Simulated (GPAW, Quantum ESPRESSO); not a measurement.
BN (P6_3/mmc), B K edge of atom 3, with 3 N at 1.44 Å (trigonal planar, site symmetry -6m2). Method: Quantum ESPRESSO XSpectra, PBE, full core hole (charged cell), 28-atom cell with 6.6 Å between holes, 4×4×4 k points, dipole transitions, Lorentzian half width 0.3 eV up to 4 eV, rising linearly to 2.5 eV at 25 eV (counted from xe0, 0.8 eV below the zero used here).

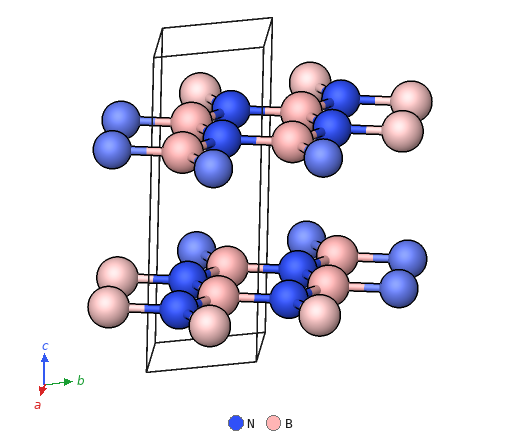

The structure (nitrogen blue, boron pink). 2×2×1 cells are drawn. Some periodic images of atoms are drawn too.

```xyz
4
Lattice="2.4982 0.0000 0.0000 -1.2491 2.1635 0.0000 0.0000 0.0000 6.6357" Properties=species:S:1:pos:R:3 pbc="T T T"
N     1.2491    0.7212    1.6589
N     0.0000    1.4424    4.9768
B     1.2491    0.7212    4.9768
B     0.0000    1.4424    1.6589
```

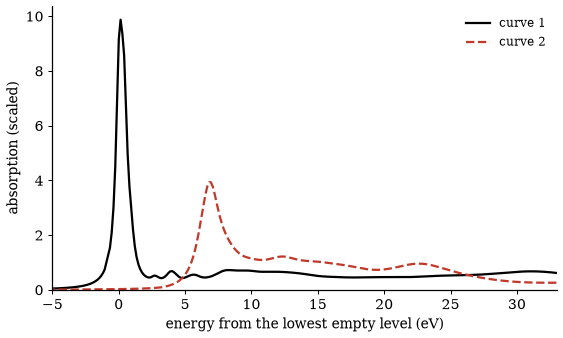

Energy from the lowest empty level; a common scale on which the isotropic spectrum has a mean of 1 over the first 20 eV.

The database entry behind the starting cell differs from later determinations by our own check (about 0.3 % short, minor phase), so it need not match the best structure at ambient conditions.

The curves are for the electric vector along different Cartesian axes of the cell as given, averaged over the symmetry-equivalent atoms. Which is which?

Curve 1: along z (c), main maxima 0.1 eV (9.87), 4.0 eV (0.69) and 8.3 eV (0.72). Curve 2: along x (⊥ c) (the other in-plane axis gives the same curve within 3 %), main maxima 6.8 eV (3.94), 12.3 eV (1.22) and 22.6 eV (0.96). A K edge sees empty p states; at this planar three-fold site the curve for the electric vector normal to the plane peaks at 0.1 eV, where it is mainly π* that absorbs: that direction carries over 70 % of the weight there. Each direction probes the empty orbitals that point along it. The structure is a published determination, not relaxed.

[Banner, clock and machine lines of the logs are left out without a mark of their own.]

[Logs are printed without paths, hosts, clocks, repeated set-up lines and the standing remarks that a program may print on its own settings, such as how far it seeks lower states.]

[Hosts, paths, dates, database ids (printed as entryN), source tags and the programs' standing remarks are cut or masked in the printed files.]

[Lists of maxima count a maximum above −3 eV only where it reaches 4 % of the highest in the window and stands out from its surroundings by 2 % of it (1.5 % where it reaches 55 %); shoulders and weaker maxima are passed over, and of the rest the first, up to two pre-edge ones and the few strongest are named.]
